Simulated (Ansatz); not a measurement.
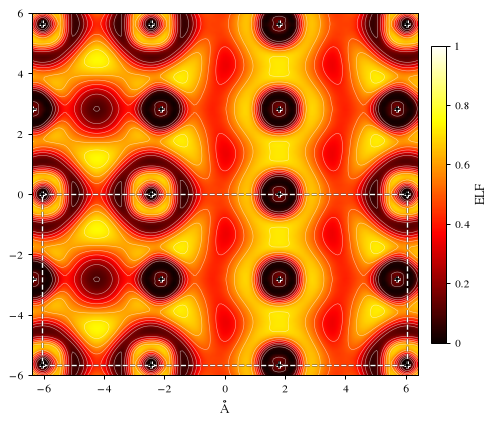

The ELF on a plane through atoms (crosses mark nuclei in the plane).

Method: Ansatz 0.2.0, DFT r2SCAN, scalar-relativistic, plane waves, PAW.

Candidates:
A. TiC, a = 4.15 Å, b = 4.15 Å, c = 4.15 Å, α = 90.00°, β = 90.00°, γ = 90.00°. Space group Fm-3m; a structure from a database of computed crystals, not necessarily the ambient phase; changed on purpose from its base cell (equal strain along all axes, cell held, atoms relaxed: -4.0 %); computed pressure about 41 GPa in this cell; computed without spin polarisation.
B. CaF₂, a = 5.44 Å, b = 5.44 Å, c = 5.44 Å, α = 90.00°, β = 90.00°, γ = 90.00°. Space group Fm-3m; a structure from a database of computed crystals, not necessarily the ambient phase.
C. TiAl₂, a = 3.96 Å, b = 12.09 Å, c = 4.03 Å, α = 90.00°, β = 90.00°, γ = 90.00°. Space group Cmmm; not relaxed (largest force 1.0 eV/Å); computed without spin polarisation.

### Which candidate gave the map?

Candidate C: TiAl₂ on the (101) plane of the conventional cell, which holds Ti and Al. Al–Al (2.83 Å): the ELF peaks at about 0.70 between the atoms. Ti–Al (2.84 Å): the ELF is about 0.35 at the midpoint.
